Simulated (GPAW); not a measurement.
# BAs (F-43m): ε∞ against the local-field cutoff

The size of the dielectric matrix of BAs (F-43m) is raised step by step, on the same bands.

Cell: a, b, c = 3.378, 3.378, 3.378 Å (primitive vectors), 2 atoms.

Method: GPAW 26.7.0, PBE, RPA, k-mesh 12×12×12, Lorentzian half width 0.15 eV.

Launch of the response step: `OMP_NUM_THREADS=1 python df.py`. The series took 51 s in all, its band step included, on 1 thread of Arm Neoverse V2, with other jobs on the host.

| cutoff (eV) | time of the step (s) | ε∞ |
| --- | --- | --- |
| 40 | 4 | 9.5912 |
| 60 | 4 | 9.3992 |
| 100 | 4 | 9.1079 |
| 150 | 6 | ? |

The number of plane waves grows as cutoff^(3/2); a common extrapolation takes the result as linear in its inverse.

Working, on the rows shown:

| x = cutoff^(−3/2) (eV^−3/2) | y = ε∞ |
| --- | --- |
| 0.00395285 | 9.5912 |
| 0.00215166 | 9.3992 |
| 0.001 | 9.1079 |

Means: x̄ = 0.0023682, ȳ = 9.3661. Σ(x − x̄)(y − ȳ) = 0.0007028, Σ(x − x̄)² = 4.430e-06. Slope = 0.0007028 / 4.430e-06 = 158.6; intercept = ȳ − slope · x̄ = 8.9904. The line misses the rows shown by at most 0.067.

Q: Predict the last column of the withheld row from the fit.

A: At x = 0.00054433 the line gives y = 9.0768. The run gave 9.0841, so the extrapolation is off by 0.0073, 1.4 % of the range in the table. The law describes these rows poorly: it misses even the rows shown by over a tenth of the range.

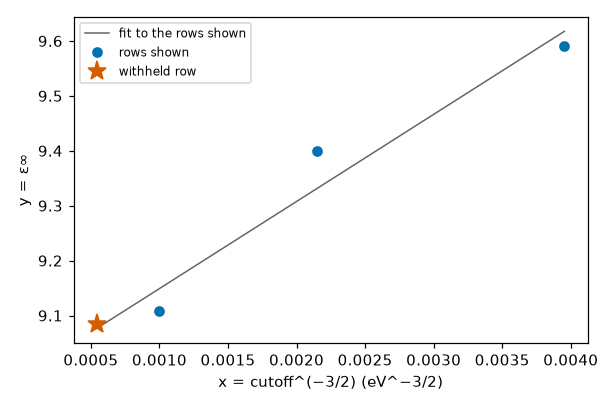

Refitted with all rows, the slope is 157.2 and the intercept 8.995. The line reaches 8.995 at infinite cutoff, 1.0 % from the last run, while the last two runs differ by 0.26 %. ε∞ moves in steps as shells of reciprocal vectors enter, so the limit is good only to about the larger of these. Excitons are left out; PBE gaps are as a rule too small. The values come from a sum over the points of one k-mesh and carry its error, which grows as the direct gap shrinks. Spin-orbit coupling is left out.
